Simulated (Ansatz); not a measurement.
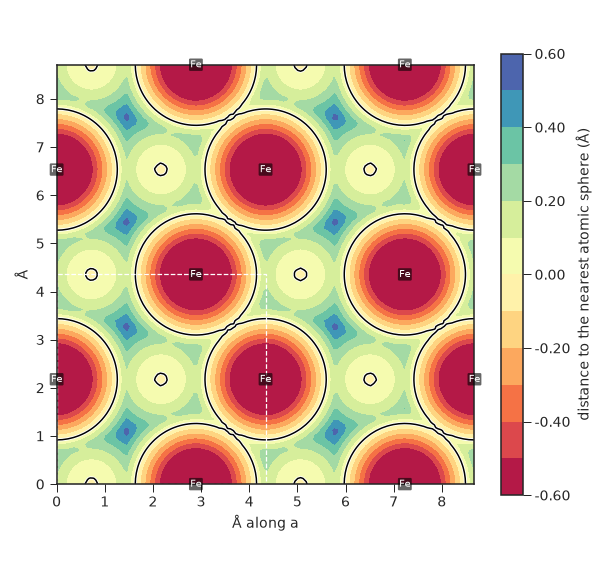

Map of the distance to the nearest atomic sphere in Fe5Co (P-62m, No. 189), computed on the section y = 0.334 (parallel to a and c; the dashed line is one cell). The black line marks the spheres' surfaces; positive values are empty space; unlabelled circles belong to atoms above or below the section.

Atoms are hard spheres with metallic radii: Fe 1.26 Å, Co 1.25 Å.

The cell is taken from coordinates from a relaxation with DFT PBE, scalar-relativistic, plane waves, PAW (Ansatz).

```
Fe Co
1.0
     4.33915    0.00000    0.00000
    -2.16957    3.75781    0.00000
     0.00000    0.00000    4.35543
Fe Co
5 1
Direct
  0.00000 0.33302 0.50000
  0.66698 0.66698 0.50000
  0.33302 0.00000 0.50000
  0.66667 0.33333 0.00000
  0.33333 0.66667 0.00000
  0.00000 0.00000 0.00000
```

Where is the largest hole in this section, and how large is it?

At 0.334, 0.334, 0.750 (fractional), where the distance reaches 0.55 Å; it is enclosed by 5 Fe + 1 Co in an octahedral arrangement. It is the largest hole of the crystal.

How much of the crystal lies outside the spheres?

About 30 % of the cell's volume, and 47 % of this section's area.

What can pass through?

The largest sphere that fits anywhere has a diameter of 1.10 Å; the largest that can travel through the crystal, about 0.5 Å.
